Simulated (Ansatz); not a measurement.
```yaml
crystal:
  lattice:
    - [1.55643, -2.69582, 0.00000]
    - [1.55643, 2.69582, 0.00000]
    - [0.00000, 0.00000, 4.86984]
  atoms:
    - { symbol: Ta, position: [0.67118, 0.32460, 0.25129] }
    - { symbol: Ta, position: [0.34846, 0.69069, 0.74321] }
    - { symbol: N, position: [0.99246, 0.99834, 0.00396] }
```

Space group P1; a structure from a database of computed crystals, not necessarily the ambient phase; changed on purpose from its base cell (atoms moved at random by about 0.05 A); not relaxed (largest force 0.8 eV/Å); computed pressure about −8 GPa in this cell.

These are results of Kohn-Sham DFT of a periodic cell, PBEsol, Ansatz PAW (Ansatz), not measurements.

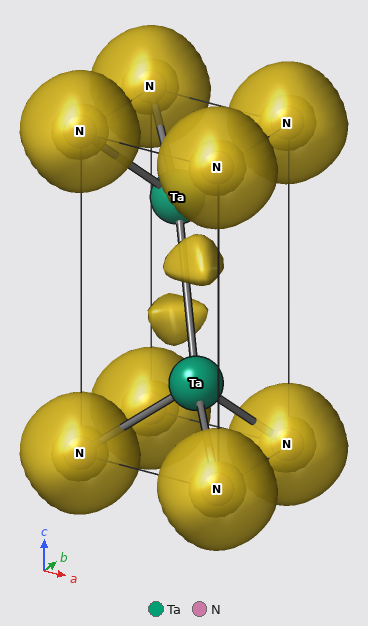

Ta$_{2}$N. Isosurface of the electron localisation function at 0.65 (yellow), seen slightly off an axis. Only the valence region is drawn (cores and ρ < 0.01 e/Å³ removed). Sticks mark near contacts.

In a PAW calculation such maps are meaningful between the atoms, not at the nuclei.

Where are the electrons localised?

The surface consists of one region wrapped around N (its valence shell) and two pockets between the atoms, centred on no nucleus (multi-centre or interstitial), counted in one cell of 3 atoms. Regions shared between cells count once. Along the contacts the grid gives the following. Ta–N (2.12 Å): the ELF peaks at about 0.80 in the valence shell of N, 0.6 Å from its nucleus, and drops to about 0.20 between the two atoms: no shared electron pair shows on this line. Ta–Ta (2.94 Å): the ELF is about 0.40 at the midpoint.
